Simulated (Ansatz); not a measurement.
System: ZnS.

Input file:

```
crystal:
  lattice:
    - [0.0, 2.5482228771, 2.5482228771]
    - [2.5482228771, 0.0, 2.5482228771]
    - [2.5482228771, 2.5482228771, 0.0]
  atoms:
    - { symbol: Zn, position: [0.0, 0.0, 0.0] }
    - { symbol: S, position: [0.5, 0.5, 0.5] }
basis:
  ecutwfc: 420
kpoints:
  mp_grid: { grid: [14, 14, 14] }
hamiltonian:
  xc: pbe
scf:
  occupations: { method: gaussian, width: 0.1 }
output:
  forces: true
  stress: true
  eigenvalues: true
  write_density: true
  write_potential: true
  elf: true
  volumetric_format: npy
relax:
  adjacent_minimum: "off"
  f_tol: 0.01
  max_steps: 60
  cell: { stress_tol: 0.1 }
```

Run with:

```sh
ansatz run input.yaml --threads 1 --pin off --max-ram 2560MiB --backend cpu --events-out ev --progress --plain --runs-dir out
```

Below, planes, directions and counts refer to the conventional cell (a = 5.10 Å, b = 5.10 Å, c = 5.10 Å, α = 90.00°, β = 90.00°, γ = 90.00°).

The fields are those of the relaxed geometry.

Space group Fm-3m; a structure from a database of computed crystals, not necessarily the ambient phase.

Computed with DFT PBE, scalar-relativistic, plane waves, PAW in Ansatz 0.2.0.

Q: What can the converged valence pseudo-density and electron localisation function tell about the bonding?

A: Zn–S (2.55 Å): ρ is about 0.34 e/Å³ halfway; the ELF peaks at about 0.85 in the valence shell of S, 0.8 Å from its nucleus, and is about 0.45 at the midpoint.

Q: Does the calculation make it a metal, or give it a gap?

A: It is gapless in this calculation (a metal or semimetal).

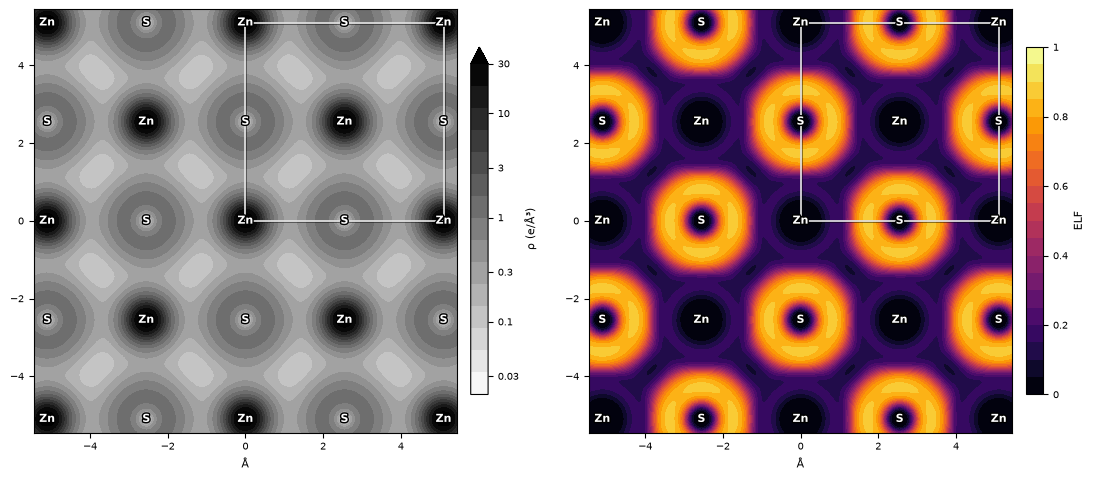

Computed valence pseudo-density and electron localisation function on the (100) plane of the conventional cell, in this order. 

Core electrons are frozen (PAW), and the valence fields are smoothed inside the atomic spheres.
